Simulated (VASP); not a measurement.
**TiSi$_{2}$: band-structure run (part 2 of 2)**

Continued. System: TiSi$_{2}$ (Fddd, 6 atoms in the cell). Method: Kohn-Sham DFT of a periodic cell, PBE, VASP PAW PBE potentials, gw, no spin polarisation (VASP 6.6.1); cutoff 600 eV, 5×5×5 k-mesh, fermi-dirac of 0.05 eV. The structure derives from a Materials Project entry. It belongs to a series of runs on one base structure; here: pseudo_set = gw.

Geometry of the input (Å; fractional positions):
```
0.0000  4.1175  4.2629
2.3895  0.0000  4.2629
2.3895  4.1175  0.0000
Ti 0.7500  0.7500  0.7500
Ti 0.5000  0.5000  0.5000
Si 0.4126  0.0874  0.4126
Si 0.0874  0.4126  0.0874
Si 0.1626  0.8374  0.1626
Si 0.8374  0.1626  0.8374
```

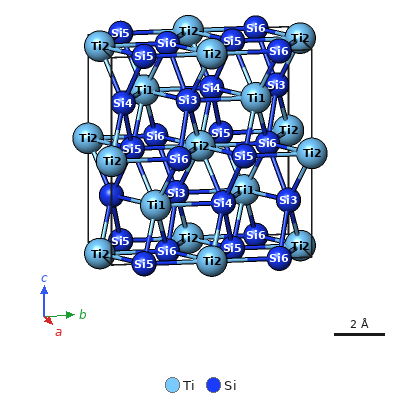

*The structure (ball-and-stick view of the cell 4 times as large as that of the calculation, set on its symmetry axes, seen slightly off an axis; atoms are numbered from 1 in the order of the input).*

**Parts of OUTCAR, continued**
```
   k-points           NKPTS =     27   k-points in BZ     NKDIM =     27   number of bands    NBANDS=     29
   number of dos      NEDOS =    301   number of ions     NIONS =      6
   total plane-waves  NPLWV =  76800
   dimension x,y,z NGX =    48 NGY =   40 NGZ =   40
   dimension x,y,z NGXF=    96 NGYF=   80 NGZF=   80
   ions per type =               2   4
   NGX,Y,Z   is equivalent  to a cutoff of  13.46, 13.61, 13.97 a.u.
   NGXF,Y,Z  is equivalent  to a cutoff of  26.93, 27.21, 27.94 a.u.
 SYSTEM =  unknown system
   PREC   = accura    normal or accurate (medium, high low for compatibility)
   ISTART =      0    job   : 0-new  1-cont  2-samecut
   ICHARG =      2    charge: 1-file 2-atom 10-const
   ISPIN  =      1    spin polarized calculation?
   LNONCOLLINEAR =      F non collinear calculations
   LSORBIT =      F    spin-orbit coupling
   LASPH  =      T    aspherical Exc in radial PAW
   ENCUT  =  600.0 eV  44.10 Ry    6.64 a.u.  11.84  9.76  9.51*2*pi/ulx,y,z
   NELM   =    100;   NELMIN=  2; NELMDL= -5     # of ELM steps
   EDIFF  = 0.1E-05   stopping-criterion for ELM
   LREAL  =      F    real-space projection
   EDIFFG = 0.1E-04   stopping-criterion for IOM
   NSW    =      0    number of steps for IOM
   IBRION =     -1    ionic relax: 0-MD 1-quasi-New 2-CG
   NFREE  =      0    steps in history (QN), initial steepest desc. (CG)
   ISIF   =      2    stress and relaxation
   ISYM   =      2    0-nonsym 1-usesym 2-fastsym
   POTIM  = 0.5000    time-step for ionic-motion
   TEBEG  =    0.0;   TEEND  =   0.0 temperature during run
   PSTRESS=    0.0 pullay stress
   NELECT =      40.0000    total number of electrons
   NUPDOWN=      -1.0000    fix difference up-down
   EMIN   =  10.00;   EMAX   =-10.00  energy-range for DOS
   EFERMI =   0.00;   METHOD = LEGACY
   ISMEAR =    -1;   SIGMA  =   0.05  broadening in eV -4-tet -1-fermi 0-gaus
   EFERMI_NEDOS =   21; number of points for ismear=-14 and -15
   IALGO  =     38    algorithm
   IMIX   =      4    mixing-type and parameters
     AMIX     =   0.40;   BMIX     =  1.00
     AMIX_MAG =   1.60;   BMIX_MAG =  1.00
  volume/ion in A,a.u.               =      13.98        94.35
  Fermi-wavevector in a.u.,A,eV,Ry     =   1.278994  2.416947 22.256742  1.635824
  Thomas-Fermi vector in A             =   2.411504
   LORBIT       =      0    0 simple, 1 ext, 2 COOP (PROOUT), +10 PAW based schemes
   GGA     = PE    functional components
   LHFCALC =     F    Hartree Fock is set to
   AEXX    =    0.0000 exact exchange contribution
   IVDW    =     0    specifies the selected vdW correction
   LEPSILON=     F    determine dielectric tensor
   LRPA    =     F    only Hartree local field effects (RPA)
 non-spin polarized calculation
  energy-cutoff  :      600.00
  volume of cell :       83.88
 maximum number of plane-waves:      2827
   NGX = 23   NGY = 19   NGZ = 19

 number of electron      40.0000000 magnetization

 Free energy of the ion-electron system (eV)
  ---------------------------------------------------
  ext. energy  EPLUGINS =         0.00000000
  ---------------------------------------------------
  free energy    TOTEN  =       -45.12172947 eV

  energy without entropy =      -45.10107781  energy(sigma->0) =      -45.11140364

 E-fermi :   9.7306     XC(G=0): -11.7309     alpha+bet :-18.3835

 val. band max:        9.6737033063   @ k =   0.4000  -0.0000   0.2000
 cond. band min:       9.7358733488   @ k =   0.4000   0.0000   0.0000
 fundamental gap:      0.0621700425
 Fermi energy:         9.7306061939

 k-point     1 :       0.0000    0.0000    0.0000
  band No.  band energies     occupation
      1     -46.4312      2.00000
      2     -46.4026      2.00000
      3     -22.8153      2.00000
      4     -22.8133      2.00000
      5     -22.7256      2.00000
      6     -22.7109      2.00000
      7     -22.7000      2.00000
      8     -22.6890      2.00000
      9      -2.7882      2.00000
     10       3.1011      2.00000
     11       4.0662      2.00000
     12       4.4109      2.00000
     13       4.7731      2.00000
     14       6.0457      2.00000
     15       6.0762      2.00000
     16       7.3010      2.00000
     17       7.5370      2.00000
     18       7.7465      2.00000
     19       8.0310      2.00000
     20       8.4547      2.00000
     21       8.8770      2.00000
     22      11.8871      0.00000
     23      12.9543      0.00000
     24      13.1593      0.00000
     25      13.2520      0.00000
     26      13.4271      0.00000
     27      13.5479      0.00000
     28      13.6740      0.00000
     29      13.9801      0.00000

 k-point     2 :       0.2000   -0.0000   -0.0000
  band No.  band energies     occupation
      1     -46.4291      2.00000
      2     -46.4045      2.00000
      3     -22.8182      2.00000
      4     -22.8070      2.00000
      5     -22.7370      2.00000
      6     -22.7105      2.00000
      7     -22.6979      2.00000
      8     -22.6884      2.00000
      9      -2.3724      2.00000
     10       2.6018      2.00000
     11       2.7678      2.00000
     12       4.2446      2.00000
     13       5.0984      2.00000
     14       5.9140      2.00000
     15       6.7873      2.00000
     16       6.8800      2.00000
     17       7.8896      2.00000
     18       8.0013      2.00000
     19       8.6556      2.00000
     20       8.6736      2.00000
     21       9.1015      1.99999
     22      11.4869      0.00000
     23      12.5911      0.00000
     24      12.6799      0.00000
     25      12.8521      0.00000
     26      12.9293      0.00000
     27      13.4317      0.00000
     28      13.8260      0.00000
     29      13.9862      0.00000

 k-point     3 :       0.4000    0.0000    0.0000
  band No.  band energies     occupation
      1     -46.4248      2.00000
      2     -46.4087      2.00000
      3     -22.8241      2.00000
      4     -22.7917      2.00000
      5     -22.7613      2.00000
      6     -22.7055      2.00000
      7     -22.6981      2.00000
      8     -22.6866      2.00000
      9      -1.2601      2.00000
     10       0.8768      2.00000
     11       2.1458      2.00000
     12       4.0618      2.00000
     13       4.8064      2.00000
     14       5.3377      2.00000
     15       6.9345      2.00000
     16       7.6367      2.00000
     17       7.7683      2.00000
     18       8.6831      2.00000
     19       9.5216      1.96986
     20       9.7359      0.94738
     21      10.4458      0.00000
     22      10.9686      0.00000
     23      11.7850      0.00000
     24      12.2107      0.00000
     25      12.4821      0.00000
     26      12.5229      0.00000
     27      13.4835      0.00000
     28      14.0739      0.00000
     29      14.6186      0.00000

 k-point     4 :       0.2000    0.2000    0.0000
  band No.  band energies     occupation
      1     -46.4284      2.00000
      2     -46.4053      2.00000
      3     -22.8089      2.00000
      4     -22.8046      2.00000
      5     -22.7441      2.00000
      6     -22.7060      2.00000
      7     -22.7025      2.00000
      8     -22.6913      2.00000
      9      -2.4615      2.00000
     10       1.6764      2.00000
     11       4.1989      2.00000
     12       4.5226      2.00000
     13       5.4665      2.00000
     14       5.7636      2.00000
     15       6.5944      2.00000
     16       6.8158      2.00000
     17       8.0365      2.00000
     18       8.0409      2.00000
     19       8.1242      2.00000
     20       8.5403      2.00000
     21       8.7506      2.00000
     22      11.3705      0.00000
     23      13.0236      0.00000
     24      13.0407      0.00000
     25      13.0938      0.00000
     26      13.2897      0.00000
     27      13.4173      0.00000
     28      13.9303      0.00000
     29      14.1915      0.00000

 k-point     5 :       0.4000    0.2000   -0.0000
  band No.  band energies     occupation
      1     -46.4244      2.00000
      2     -46.4091      2.00000
      3     -22.8141      2.00000
      4     -22.7834      2.00000
      5     -22.7660      2.00000
      6     -22.7135      2.00000
      7     -22.6998      2.00000
      8     -22.6871      2.00000
      9      -1.7497      2.00000
     10       0.9124      2.00000
     11       2.7404      2.00000
     12       4.3287      2.00000
     13       4.9681      2.00000
     14       6.8474      2.00000
     15       7.0018      2.00000
     16       7.2203      2.00000
     17       7.7772      2.00000
     18       8.2121      2.00000
     19       8.6864      2.00000
     20       8.9503      2.00000
     21       9.4015      1.99724
     22      11.1375      0.00000
     23      12.1075      0.00000
     24      12.5105      0.00000
     25      12.7376      0.00000
     26      12.8739      0.00000
     27      13.6122      0.00000
     28      14.0589      0.00000
     29      14.3643      0.00000

 [... the levels of 18 k-points are left out ...]

 k-point    24 :      -0.4000    0.2000    0.4000
  band No.  band energies     occupation
      1     -46.4203      2.00000
      2     -46.4132      2.00000
      3     -22.8211      2.00000
      4     -22.7997      2.00000
      5     -22.7506      2.00000
      6     -22.7231      2.00000
      7     -22.6892      2.00000
      8     -22.6820      2.00000
      9      -1.1621      2.00000
     10       0.3159      2.00000
     11       2.6038      2.00000
     12       3.4505      2.00000
     13       6.0817      2.00000
     14       6.4353      2.00000
     15       6.4569      2.00000
     16       6.5569      2.00000
     17       8.3340      2.00000
     18       8.5672      2.00000
     19       8.8044      2.00000
     20       9.2077      1.99994
     21      10.2952      0.00002
     22      11.0011      0.00000
     23      12.2984      0.00000
     24      12.5396      0.00000
     25      12.7986      0.00000
     26      13.0687      0.00000
     27      13.4359      0.00000
     28      13.9962      0.00000
     29      14.4000      0.00000

 [... further k-points ...]

------------------------ aborting loop because EDIFF is reached ----------------------------------------

  FORCE on cell =-STRESS in cart. coord.  units (eV):
  Direction    XX          YY          ZZ          XY          YZ          ZX
  --------------------------------------------------------------------------------------
  -------------------------------------------------------------------------------------
  Total        0.6335622      0.2664359      1.6524093      0.0000000      0.0000000      0.0000000
  in kB       12.1009753      5.0888997     31.5608545      0.0000000      0.0000000      0.0000000
  external PRESSURE =      16.2502432 kB  Pullay stress =       0.0000000 kB

 VOLUME and BASIS-vectors are now :
 -----------------------------------------------------------------------------
  energy-cutoff  :      600.00
  volume of cell :       83.88
      direct lattice vectors                 reciprocal lattice vectors
     0.000000000  4.117516306  4.262897835    -0.209247750  0.121432427  0.117291106
     2.389511954  0.000000000  4.262897835     0.209247750 -0.121432427  0.117291106
     2.389511954  4.117516306  0.000000000     0.209247750  0.121432427 -0.117291106

 POSITION                                       TOTAL-FORCE (eV/Angst)
 -----------------------------------------------------------------------------------
      3.58427      6.17627      6.39435         0.000000      0.000000     -0.000000
      2.38951      4.11752      4.26290        -0.000000      0.000000      0.000000
      1.19476      3.39749      2.13145        -0.000000     -0.033714     -0.000000
      1.19476      0.72003      2.13145        -0.000000      0.033714     -0.000000
      2.38951      1.33873      4.26290         0.000000     -0.033714      0.000000
      2.38951      6.89630      4.26290         0.000000      0.033714      0.000000
 -----------------------------------------------------------------------------------
    total drift:                               -0.000000     -0.000000     -0.000000

  FREE ENERGIE OF THE ION-ELECTRON SYSTEM (eV)
  ---------------------------------------------------
  free  energy   TOTEN  =       -45.1217294748 eV

  energy  without entropy=      -45.1010778144  energy(sigma->0) =      -45.11140364
```

**CONTCAR**
```
TiSi2
   1.00000000000000
     0.0000000000000000    4.1175163062999998    4.2628978353999996
     2.3895119538000000    0.0000000000000000    4.2628978353999996
     2.3895119538000000    4.1175163062999998    0.0000000000000000
  Ti              Si
     2     4
Direct
     0.7500000000000000    0.7500000000000000    0.7500000000000000
     0.5000000000000000    0.5000000000000000    0.5000000000000000
     0.4125656100000015    0.0874343899999985    0.4125656100000015
     0.0874343899999985    0.4125656100000015    0.0874343899999985
     0.1625656100000015    0.8374343899999985    0.1625656100000015
     0.8374343899999985    0.1625656100000015    0.8374343899999985

  0.00000000E+00  0.00000000E+00  0.00000000E+00
  0.00000000E+00  0.00000000E+00  0.00000000E+00
  0.00000000E+00  0.00000000E+00  0.00000000E+00
  0.00000000E+00  0.00000000E+00  0.00000000E+00
  0.00000000E+00  0.00000000E+00  0.00000000E+00
  0.00000000E+00  0.00000000E+00  0.00000000E+00
```

**Results in brief**

- outcome: converged
- space group (tolerance 0.01 Å): Fddd (70)
- electrons treated: 40
- free energy: −45.1217 eV
- Fermi energy of the self-consistent step: 9.731 eV
- gap on the k-point mesh: none (metallic)
- gap on the band path: 0.00 eV
- pressure: 1.63 GPa
- largest force (length of the vector): 0.034 eV/Å
- hardware: 1 thread of AMD EPYC (Zen 3), 1656 GiB of memory available, shared host
- wall time: 21 min
- peak memory: 0.3 GiB
